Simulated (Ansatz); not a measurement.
**Run report: SiO$_{2}$, geometry relaxation**

- system: SiO$_{2}$ (P4₂/mnm, 6 atoms in the cell)
- method: DFT BLYP, scalar-relativistic, plane waves, PAW, no spin polarisation (Ansatz 0.2.0)

The structure derives from an entry of the Crystallography Open Database. It belongs to a series of runs on one base structure; here: volume × 0.98. Figures and captions count atoms from 1; the log counts them from 0 in places.

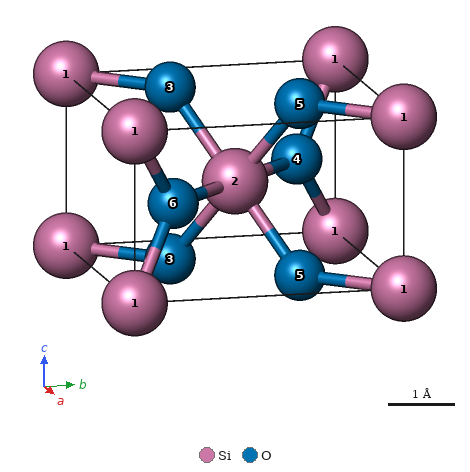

*The structure as given in the input (ball-and-stick view of the cell of the calculation, seen slightly off an axis; atoms are numbered from 1 in the order of the input). An atom can appear more than once, as a periodic image.*

Summary

| quantity | value |
| --- | --- |
| outcome | converged |
| space group (tolerance 0.01 Å) | P4₂/mnm (136) |
| electrons treated | 32 |
| free energy | −3561.6917 eV |
| Fermi energy | 12.903 eV |
| gap on the k-point mesh | 5.19 eV |
| pressure | 5.04 GPa |
| final volume | 48.27 Å³ |
| largest force (length of the vector) at the end | 0.001 eV/Å |
| final cell | a = 4.233 Å, b = 4.233 Å, c = 2.694 Å, α = 90.00°, β = 90.00°, γ = 90.00° |
| hardware | 4 threads of Arm Neoverse V2, 24 GiB of memory available, shared host |
| wall time | 3.3 s (CPU time 12 s) |
| peak memory | 0.37 GiB |

Remarks

The cell is under a pressure of 5.0 GPa at this level, so it is not at its equilibrium volume.

Input file
```yaml
crystal:
  lattice:
    - [4.240686692, 0.0, 0.0]
    - [0.0, 4.240686692, 0.0]
    - [0.0, 0.0, 2.6842933986]
  atoms:
    - { symbol: Si, position: [0.0, 0.0, 0.0] }
    - { symbol: Si, position: [0.5, 0.5, 0.5] }
    - { symbol: O, position: [0.3079416557, 0.3079416557, 0.0] }
    - { symbol: O, position: [0.1920583443, 0.8079416557, 0.5] }
    - { symbol: O, position: [0.6920583443, 0.6920583443, 0.0] }
    - { symbol: O, position: [0.8079416557, 0.1920583443, 0.5] }
basis:
  ecutwfc: 420
  ecutrho_ratio: 4
kpoints:
  mp_grid: { grid: [6, 6, 8] }
hamiltonian:
  xc: blyp
scf:
  occupations: { method: gaussian, width: 0.05 }
output:
  forces: true
  stress: true
  eigenvalues: true
relax:
  f_tol: 0.01
  max_steps: 40
  cell: { stress_tol: 0.1, fix: [volume] }
```

Command:
```bash
ansatz run input.yaml --threads 4 --pin off --max-ram 8192MiB --backend cpu --events-out ev --progress --plain --runs-dir out
```

The program's output
```
Engine: ansatz 0.2.0, aarch64-unknown-linux-gnu
Pseudopotentials: kind: paw
Pseudopotential: Si, paw, valence charge 4, recommended cutoff 420 eV (normal), Si.paw.azcp
Pseudopotential: O, paw, valence charge 6, recommended cutoff 420 eV (normal), O.paw.azcp
Functional definition: BLYP
  parameter beta = 0.0042
  parameter a = 0.04918
  parameter b = 0.132
  parameter c = 0.2533
  parameter d = 0.349
  exchange = b88_x(beta = beta)
  correlation = lyp_c(a = a, b = b, c = c, d = d)
Crystal: 6 atoms, lattice volume = 48.273 Å³
Basis set: ecut = 420 eV, 961 PW (Γ), exchange–correlation on 60×60×36 points (8 copies of the dense FFT grid, shifted against one another)
Bands: 22, of which v1, the nominal top of the filled ones, is band 16 counted from 1 (15 counted from 0)
Symmetry: 16 space group operations
Space group: P42/mnm (ITA 136), of the structure as read, at distance tolerance 3.6e-5 Å
k-points: 50 of 288
Non-local potential: Si, projectors of the file, l = 0: 2, l = 1: 2, l = 2: 2
Non-local potential: O, projectors of the file, l = 0: 2, l = 1: 2, l = 2: 1
PAW form: soft (Blöchl's): semilocal exchange-correlation on the pseudo side does not see the compensation charge
PAW frozen core: Si, regenerated for the run's functional, and the local potential with it (the file was generated under x = pbe(κ = 0.804, μ = 0.2195149727645171), c = pbe(β = 0.06672455060314922))
PAW frozen core: O, regenerated for the run's functional, and the local potential with it (the file was generated under x = pbe(κ = 0.804, μ = 0.2195149727645171), c = pbe(β = 0.06672455060314922))
PAW one-centre angular grid: Si, 110 points (default); XC on 64 Gauss nodes
PAW one-centre angular grid: O, 110 points (default); XC on 64 Gauss nodes
Initial density: superposition of atomic densities (neutral atoms: chi_scale 0, normalization atom), corrected by the library's trained network
Initial wavefunctions: pseudopotential atomic-orbital guess
Functional: x = b88, c = lyp
SCF iter   1: F=—  HF=-3561.747214 eV  |F-HF|=—  |Δ(HF+E_count)|=         —  Δρ=2.46e-2  dr2=1.82e-1  ethr=1.77e-3  ⟨swp⟩=6.0  Hψ=5966  notcnv=0  defer=1
preconditioner: auto → none  [insulator: Δε(μ)=5.398 eV  Ē_g=18.539 eV  σ=0.050 eV  W_gap=1.00  n_scr=10 (ndim 8)  ℏωp=30.2 eV  f_vac=0.000  D(μ)=0.00/eV (n_scr^D=0)  ε∞_Penn≈3.7]
SCF iter   2: F=—  HF=-3561.695183 eV  |F-HF|=—  |Δ(HF+E_count)|=   5.20e-2  Δρ=7.57e-3  dr2=1.88e-2  ethr=5.68e-4  ⟨swp⟩=2.1  Hψ=2381  notcnv=0  defer=90
SCF iter   3: F=—  HF=-3561.689390 eV  |F-HF|=—  |Δ(HF+E_count)|=   5.79e-3  Δρ=1.60e-3  dr2=5.00e-4  ethr=5.89e-5  ⟨swp⟩=2.0  Hψ=1810  notcnv=0  defer=90
SCF iter   4: F=—  HF=-3561.689578 eV  |F-HF|=—  |Δ(HF+E_count)|=   1.88e-4  Δρ=1.71e-4  dr2=8.49e-6  ethr=1.56e-6  ⟨swp⟩=2.1  Hψ=1803  notcnv=0  defer=90
SCF iter   5: F=—  HF=-3561.689675 eV  |F-HF|=—  |Δ(HF+E_count)|=   9.70e-5  Δρ=3.65e-5  dr2=3.75e-7  ethr=2.65e-8  ⟨swp⟩=2.2  Hψ=1804  notcnv=0  defer=90
SCF iter   6: F=-3561.689675 eV  HF=-3561.689675 eV  |F-HF|=2.53e-9  |Δ(HF+E_count)|=   5.43e-9  Δρ=8.26e-6  dr2=1.25e-8  ethr=3.13e-10  ⟨swp⟩=9.5  Hψ=5322  notcnv=0
SCF 1 converged in 6 iterations: F = -3561.689675 eV  dr2 = 1.25e-8
  greatest PAW one-centre occupation: 0.857 electrons in one spin orbital (limit 2), on the O atom at site 5 (counted from 0), in its partial waves of l = 0
relax step   1: F+E_penalty+E_count = -3561.68967475 eV  Δ(F+E_penalty+E_count) = +0.000e0 eV  max|allowed force component| = 9.793e-2 eV/Å  Δτ_max = 0.0000 Å  P = +5.854 GPa  Ω = 48.273 Å³  fix = [volume]  reactions: volume +5.854 GPa  (6 SCF iters, dr2 threshold 1.00e-7 eV, accepted)
Initial density: handed on by an earlier stage of this run
Initial wavefunctions: those handed on with the density
iter 1 solved again at ethr=1.79e-7 eV; its pass at ethr=3.10e-3 eV (dr2=5.72e-5 eV) is discarded
SCF iter   1: F=—  HF=-3561.690408 eV  |F-HF|=—  |Δ(HF+E_count)|=         —  Δρ=4.19e-4  dr2=6.15e-5  ethr=1.79e-7  ⟨swp⟩=2.7  Hψ=5819  notcnv=0
preconditioner: auto → none  [insulator: Δε(μ)=5.238 eV  Ē_g=18.428 eV  σ=0.050 eV  W_gap=1.00  n_scr=10 (ndim 8)  ℏωp=30.2 eV  f_vac=0.000  D(μ)=0.00/eV (n_scr^D=0)  ε∞_Penn≈3.7]
SCF iter   2: F=—  HF=-3561.690483 eV  |F-HF|=—  |Δ(HF+E_count)|=   7.41e-5  Δρ=1.56e-4  dr2=5.39e-6  ethr=1.79e-7  ⟨swp⟩=2.4  Hψ=1805  notcnv=0
SCF iter   3: F=-3561.690482 eV  HF=-3561.690482 eV  |F-HF|=1.27e-8  |Δ(HF+E_count)|=   6.14e-7  Δρ=4.25e-5  dr2=2.57e-7  ethr=1.87e-9  ⟨swp⟩=6.9  Hψ=5197  notcnv=0
SCF 2 converged in 3 iterations: F = -3561.690482 eV  dr2 = 2.57e-7
relax step   2: F+E_penalty+E_count = -3561.69048204 eV  Δ(F+E_penalty+E_count) = -8.073e-4 eV  max|allowed force component| = 7.597e-2 eV/Å  Δτ_max = 0.0012 Å  P = +5.702 GPa  Ω = 48.273 Å³  energy of the carried Pulay correction = +1.755e-15 eV  fix = [volume]  reactions: volume +5.702 GPa  (3 SCF iters, dr2 threshold 6.00e-7 eV, accepted)
iter 1 solved again at ethr=3.24e-6 eV; its pass at ethr=3.10e-3 eV (dr2=1.04e-3 eV) is discarded
SCF iter   1: F=—  HF=-3561.692490 eV  |F-HF|=—  |Δ(HF+E_count)|=         —  Δρ=1.79e-3  dr2=1.15e-3  ethr=3.24e-6  ⟨swp⟩=2.5  Hψ=5862  notcnv=0
preconditioner: auto → none  [insulator: Δε(μ)=5.191 eV  Ē_g=18.412 eV  σ=0.050 eV  W_gap=1.00  n_scr=10 (ndim 8)  ℏωp=30.2 eV  f_vac=0.000  D(μ)=0.00/eV (n_scr^D=0)  ε∞_Penn≈3.7]
SCF iter   2: F=—  HF=-3561.692082 eV  |F-HF|=—  |Δ(HF+E_count)|=   4.07e-4  Δρ=6.86e-4  dr2=1.10e-4  ethr=3.24e-6  ⟨swp⟩=2.1  Hψ=1660  notcnv=0
SCF iter   3: F=—  HF=-3561.692173 eV  |F-HF|=—  |Δ(HF+E_count)|=   9.06e-5  Δρ=1.80e-4  dr2=5.02e-6  ethr=3.43e-7  ⟨swp⟩=2.8  Hψ=2027  notcnv=0
SCF iter   4: F=—  HF=-3561.692174 eV  |F-HF|=—  |Δ(HF+E_count)|=   1.50e-6  Δρ=8.29e-5  dr2=2.07e-6  ethr=1.87e-9  ⟨swp⟩=7.0  Hψ=5595  notcnv=0
SCF iter   5: F=-3561.692174 eV  HF=-3561.692174 eV  |F-HF|=4.03e-9  |Δ(HF+E_count)|=   6.08e-7  Δρ=8.58e-6  dr2=8.20e-9  ethr=1.87e-9  ⟨swp⟩=3.0  Hψ=4526  notcnv=0
SCF 3 converged in 5 iterations: F = -3561.692174 eV  dr2 = 8.20e-9
relax step   3: F+E_penalty+E_count = -3561.69217378 eV  Δ(F+E_penalty+E_count) = -1.692e-3 eV  max|allowed force component| = 9.357e-4 eV/Å  Δτ_max = 0.0046 Å  P = +5.042 GPa  Ω = 48.273 Å³  fix = [volume]  reactions: volume +5.042 GPa  (5 SCF iters, dr2 threshold 6.00e-7 eV, accepted)
Basis set: ecut = 420 eV, 961 PW (Γ), exchange–correlation on 60×60×40 points (8 copies of the dense FFT grid, shifted against one another)
Initial wavefunctions: pseudopotential atomic-orbital guess (no wavefunctions were taken with the density)
iter 1 solved again at ethr=1.94e-7 eV; its pass at ethr=3.10e-3 eV (dr2=6.22e-5 eV) is discarded
SCF iter   1: F=—  HF=-3561.691685 eV  |F-HF|=—  |Δ(HF+E_count)|=         —  Δρ=4.75e-5  dr2=1.29e-7  ethr=1.94e-7  ⟨swp⟩=3.0  Hψ=8997  notcnv=0
preconditioner: auto → none  [insulator: Δε(μ)=5.186 eV  Ē_g=18.413 eV  σ=0.050 eV  W_gap=1.00  n_scr=10 (ndim 8)  ℏωp=30.2 eV  f_vac=0.000  D(μ)=0.00/eV (n_scr^D=0)  ε∞_Penn≈3.7]
SCF iter   2: F=—  HF=-3561.691706 eV  |F-HF|=—  |Δ(HF+E_count)|=   2.06e-5  Δρ=2.32e-5  dr2=3.30e-8  ethr=4.03e-10  ⟨swp⟩=2.0  Hψ=1901  notcnv=0
SCF iter   3: F=—  HF=-3561.691706 eV  |F-HF|=—  |Δ(HF+E_count)|=   1.02e-7  Δρ=7.53e-6  dr2=1.37e-8  ethr=1.03e-10  ⟨swp⟩=2.0  Hψ=1800  notcnv=0
SCF iter   4: F=-3561.691706 eV  HF=-3561.691706 eV  |F-HF|=7.87e-11  |Δ(HF+E_count)|=  8.50e-10  Δρ=7.10e-7  dr2=9.01e-11  ethr=1.00e-12  ⟨swp⟩=4.3  Hψ=5305  notcnv=0
SCF 4 converged in 4 iterations: F = -3561.691706 eV  dr2 = 9.01e-11
relax step   4: F+E_penalty+E_count = -3561.69170584 eV  Δ(F+E_penalty+E_count) = +4.679e-4 eV  max|allowed force component| = 1.015e-3 eV/Å  Δτ_max = 0.0000 Å  P = +5.037 GPa  Ω = 48.273 Å³  fix = [volume]  reactions: volume +5.037 GPa  stress off target by 5.29e-3 GPa on what of the cell is left free  SCF on the basis re-selected at this cell (its energy is not comparable with the rows above)  (4 SCF iters)
```

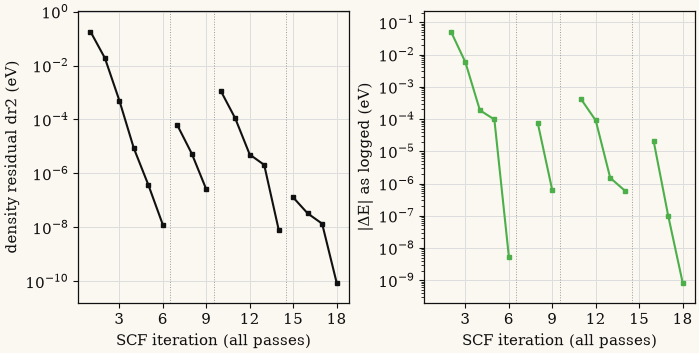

*Convergence of the self-consistent field: density residual dr2 and size of the energy change against the SCF iteration. The dotted lines part the SCF passes of the relaxation: geometry steps, rejected trials and re-solves on a re-selected basis.*

The passes take 6, 3, 5 and 4 iterations.

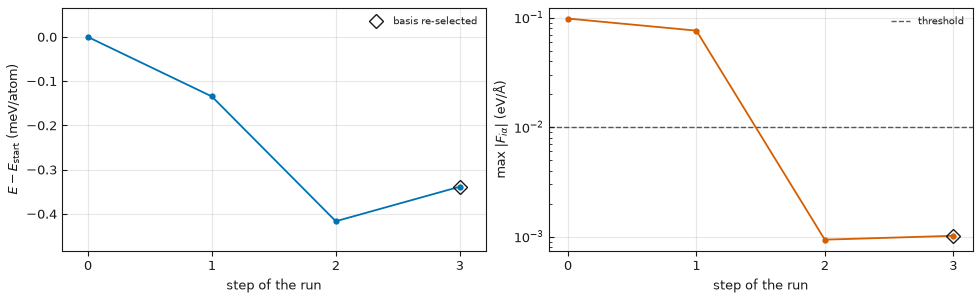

*Progress of the relaxation, step by step (the first geometry is step 0 here and step 1 in the log).*

The largest moves relative to the cell, 0.006 Å, are those of O3, O4, O5 and O6. Si stays in place. Distances before and after: Si1–O3 1.847 → 1.838 Å, Si1–O4 1.769 → 1.775 Å. The space group stays P4_2/mnm (No. 136). Over 2 geometry steps the energy falls by 0.4 meV per atom. The largest force component goes from 0.098 to 0.001 eV/Å. Pressure: 5.85 GPa at the start and 5.04 GPa at the end. A last SCF at the same geometry on a re-selected plane-wave basis shifts the energy by +0.1 meV per atom. (Atoms are counted from 1 in the order of the input.)

```
basis re-selected at this cell: Δ(F+E_penalty+E_count) = +4.679e-4 eV, ΔP = -0.005 GPa vs the last step (what re-selecting the basis moved, of the pressure what is left beyond the Pulay correction that the steps carried, after the strain that the cell walked since its last selection, with what the two solves' SCF thresholds leave and, on support functions, any second-order correction that the steps lacked; it is no measure of the basis error at this ecutwfc). The dense FFT grid was sized anew with the basis: this SCF ran on 30×30×20 points, the steps before it on 30×30×18, so part of this shift can come from that change (see relax.cell in the input reference). This SCF's stress stands 5.29e-3 GPa from its target on what of the cell is left free (relax.cell.stress_tol is 1.00e-1 GPa) and its largest allowed force component is 1.01e-3 eV/Å (relax.f_tol is 1.00e-2 eV/Å): within both
SCF converged after 4 iterations
Free energy (F): -3561.691706 eV
Harris-Foulkes:  -3561.691706 eV  (|F-HF|=7.87e-11)
Internal energy: -3561.691706 eV  (E = F + TS)
E sigma→0 (E₀):  -3561.691706 eV
Fermi energy:    12.902601 eV
--- Per-component energies (eV) ---
  E_band       = 65.278836
  E_kinetic    = 812.943780
  E_local      = -1255.938254  (includes V_loc(G=0)·N_el)
  E_nonlocal   = 240.281901
  E_hartree    = 447.163986
  E_xc         = -405.808569
  E_vxc        = -470.487041  (∫ρ·V_xc dr)
  E_paw        = -1682.892903  (= ΣΔE_a)
  E_vpaw       = -155.860333  (= ΣTr[D̂ρ^β])
  E_aug_tail   = 0.010564  (compensation charges beyond the density's cutoff)
  E_ewald      = -1717.492124
  E_core_change = 0.039913  (= ΣΔE_core)
  E_smearing   = -0.000000  (= −TS)
  E_closure    = -0.000000  (closes the sum)
  Σ components = -3561.691706   (vs F -3561.691706, Δ=0.00e0)
--- Forces (eV/Å), atoms counted from 1 ---
  atom   1  Si     0.00000000    -0.00000000     0.00000000
  atom   2  Si     0.00000000     0.00000000     0.00000000
  atom   3  O     -0.00101483    -0.00101483     0.00000000
  atom   4  O      0.00101483    -0.00101483     0.00000000
  atom   5  O      0.00101483     0.00101483     0.00000000
  atom   6  O     -0.00101483     0.00101483     0.00000000
  max |Σ_I F_I| component: 3.47e-18 eV/Å
--- Stress (GPa, compression-positive) ---
        5.034325       0.000000       0.000000
        0.000000       5.034325       0.000000
        0.000000       0.000000       5.042260
  P = ⅓ Tr σ = 5.0370 GPa (50.370 kbar)
--- Band table (eV; the first three rows and the last of 50) ---
  k-point 0: bands = ["-11.7442", "-8.3243", "-8.3243", "-8.1538", "-0.1598", "4.1860", "4.1860", "4.4898", "5.1459", "5.4298", "7.3057", "7.3057", "7.8185", "9.4624", "9.4624", "10.3094", "15.4958", "17.1171", "18.8548", "18.8548", "21.6374", "21.9700"]
  k-point 1: bands = ["-11.5457", "-8.2255", "-8.2255", "-8.1298", "-0.0894", "4.3538", "4.3538", "4.6202", "4.7070", "5.1451", "6.6549", "6.6549", "7.1076", "9.3228", "9.3228", "10.1393", "16.2164", "18.1174", "19.6974", "19.6974", "20.8070", "22.9171"]
  k-point 2: bands = ["-10.9774", "-8.1580", "-7.9720", "-7.9720", "0.0620", "3.8203", "4.0450", "4.8212", "4.8212", "5.3237", "5.3237", "5.3378", "6.0055", "8.8822", "8.8822", "9.5956", "17.3866", "19.8902", "20.5750", "21.4639", "21.4639", "23.9372"]
  k-point 49: bands = ["-8.9029", "-8.9029", "-7.7725", "-7.7725", "-0.0555", "-0.0555", "2.5603", "2.5603", "5.9051", "5.9051", "6.0239", "6.0239", "8.6120", "8.6120", "8.8607", "8.8607", "17.2891", "17.2891", "21.2314", "21.2314", "22.1826", "22.1826"]
--- Relaxed structure (3 steps of the walk, 3 accepted, 1 SCFs on fresh bases) ---
  F+E_penalty+E_count = -3561.69170584 eV   max|allowed force component| = 1.015e-3 eV/Å   (the final SCF, on the basis selected at the relaxed cell)
  cell:  # Å, volume = 48.2728 Å³
    - [4.233220730756854, 0.0, 0.0]
    - [0.0, 4.233220730756854, 0.0]
    - [0.0, 0.0, 2.6937701088206674]
  atoms:
    - { symbol: Si, position: [-2.1305554407238602e-20, -1.2783332644343188e-20, 0.0] }
    - { symbol: Si, position: [0.5, 0.5, 0.49999999999999994] }
    - { symbol: O, position: [0.3069714373871573, 0.3069714373871573, 0.0] }
    - { symbol: O, position: [0.19302856261284276, 0.8069714373871574, 0.49999999999999994] }
    - { symbol: O, position: [0.6930285626128427, 0.6930285626128427, 0.0] }
    - { symbol: O, position: [0.8069714373871574, 0.19302856261284276, 0.49999999999999994] }
```

Trajectory as extended XYZ (Å, eV, eV/Å), 4 frames, from step=1 to step=4
```
6
Lattice="4.2407 0.0000 0.0000 0.0000 4.2407 0.0000 0.0000 0.0000 2.6843" Properties=species:S:1:pos:R:3:forces:R:3 step=1 energy=-3561.68968 pressure_GPa=5.85
Si    0.0000    0.0000    0.0000    0.0000   0.0000   0.0000
Si    2.1203    2.1203    1.3421    0.0000   0.0000   0.0000
O     1.3059    1.3059    0.0000   -0.0979  -0.0979   0.0000
O     0.8145    3.4262    1.3421    0.0979  -0.0979   0.0000
O     2.9348    2.9348    0.0000    0.0979   0.0979   0.0000
O     3.4262    0.8145    1.3421   -0.0979   0.0979   0.0000
6
Lattice="4.2397 0.0000 0.0000 0.0000 4.2397 0.0000 0.0000 0.0000 2.6856" Properties=species:S:1:pos:R:3:forces:R:3 step=2 energy=-3561.69048 pressure_GPa=5.70
Si    0.0000    0.0000    0.0000    0.0000   0.0000   0.0000
Si    2.1198    2.1198    1.3428    0.0000   0.0000   0.0000
O     1.3047    1.3047    0.0000   -0.0760  -0.0760   0.0000
O     0.8151    3.4246    1.3428    0.0760  -0.0760   0.0000
O     2.9349    2.9349    0.0000    0.0760   0.0760   0.0000
O     3.4246    0.8151    1.3428   -0.0760   0.0760   0.0000
6
Lattice="4.2332 0.0000 0.0000 0.0000 4.2332 0.0000 0.0000 0.0000 2.6938" Properties=species:S:1:pos:R:3:forces:R:3 step=3 energy=-3561.69217 pressure_GPa=5.04
Si    0.0000    0.0000    0.0000    0.0000   0.0000   0.0000
Si    2.1166    2.1166    1.3469    0.0000   0.0000   0.0000
O     1.2995    1.2995    0.0000   -0.0009  -0.0009   0.0000
O     0.8171    3.4161    1.3469    0.0009  -0.0009   0.0000
O     2.9337    2.9337    0.0000    0.0009   0.0009   0.0000
O     3.4161    0.8171    1.3469   -0.0009   0.0009   0.0000
6
Lattice="4.2332 0.0000 0.0000 0.0000 4.2332 0.0000 0.0000 0.0000 2.6938" Properties=species:S:1:pos:R:3:forces:R:3 step=4 energy=-3561.69171 pressure_GPa=5.04
Si    0.0000    0.0000    0.0000    0.0000   0.0000   0.0000
Si    2.1166    2.1166    1.3469    0.0000   0.0000   0.0000
O     1.2995    1.2995    0.0000   -0.0010  -0.0010   0.0000
O     0.8171    3.4161    1.3469    0.0010  -0.0010   0.0000
O     2.9337    2.9337    0.0000    0.0010   0.0010   0.0000
O     3.4161    0.8171    1.3469   -0.0010   0.0010   0.0000
```

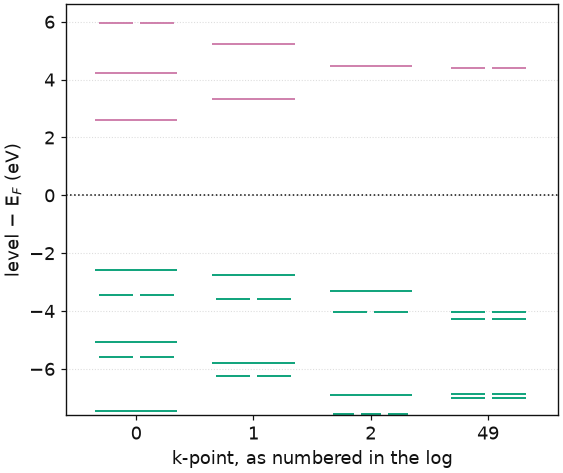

*Kohn–Sham levels near the Fermi level (dotted) at the few k-points that the log prints; levels within 0.02 eV of each other stand side by side.*

Among these points the highest filled and lowest empty levels are 5.19 eV apart, which is the gap on the mesh.
